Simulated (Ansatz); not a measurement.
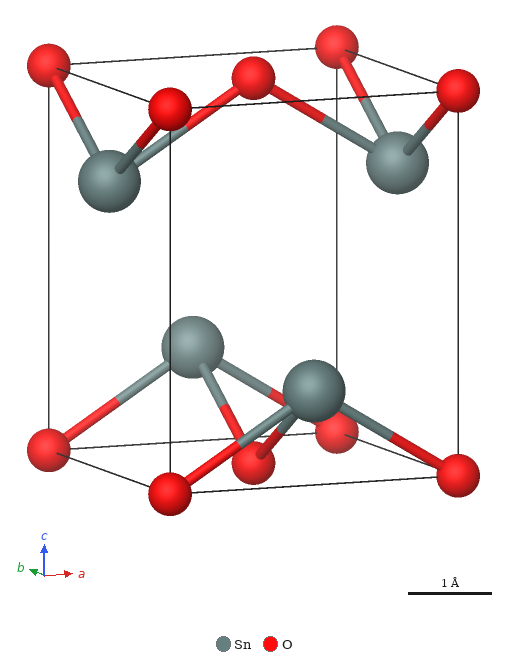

Normal modes of crystalline SnO, at the zone centre. The picture is a ball-and-stick view of the cell of the calculation, seen slightly off an axis.

Theory: DFT PBEsol, scalar-relativistic, plane waves, PAW in Ansatz. Settings: plane-wave cutoff 420 eV; k-point mesh 12 × 12 × 10; occupations fermi dirac; smearing width 0.15 eV; no spin polarisation.

The frequencies depend somewhat on the k-mesh and the smearing.

Q: Which optical modes does it have, at what frequencies, and is it stable there?

A: The calculation's cell holds 4 atoms, so there are 9 optical modes, in 6 levels. The optical modes span 2E_g + A₁g + E_u + B₁g + A₂u. No level is unstable.

```csv
level,symmetry,frequency (cm⁻¹),activity
1,E_g,113,Raman-active
2,A₁g,206,Raman-active
3,E_u,266,infrared-active
4,B₁g,345,Raman-active
5,A₂u,361,infrared-active
6,E_g,459,Raman-active
```

The crystal is a metal, so free carriers screen the infrared response.

The displacement patterns (one member of each degenerate set):

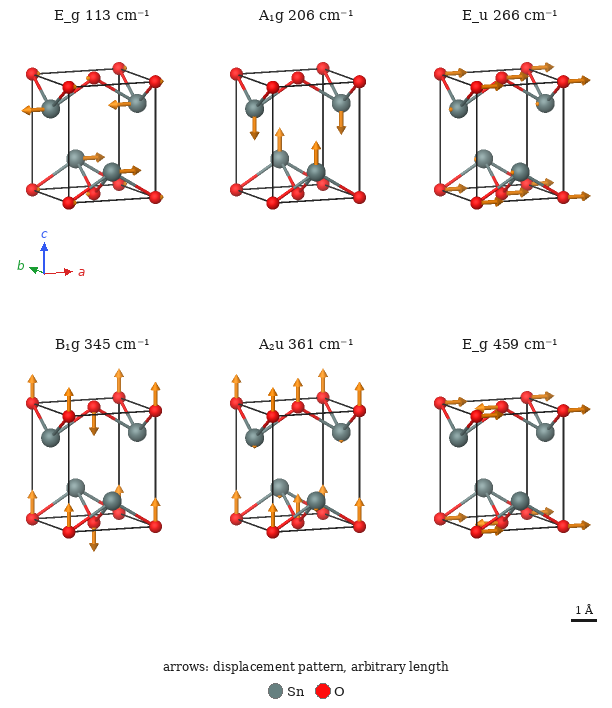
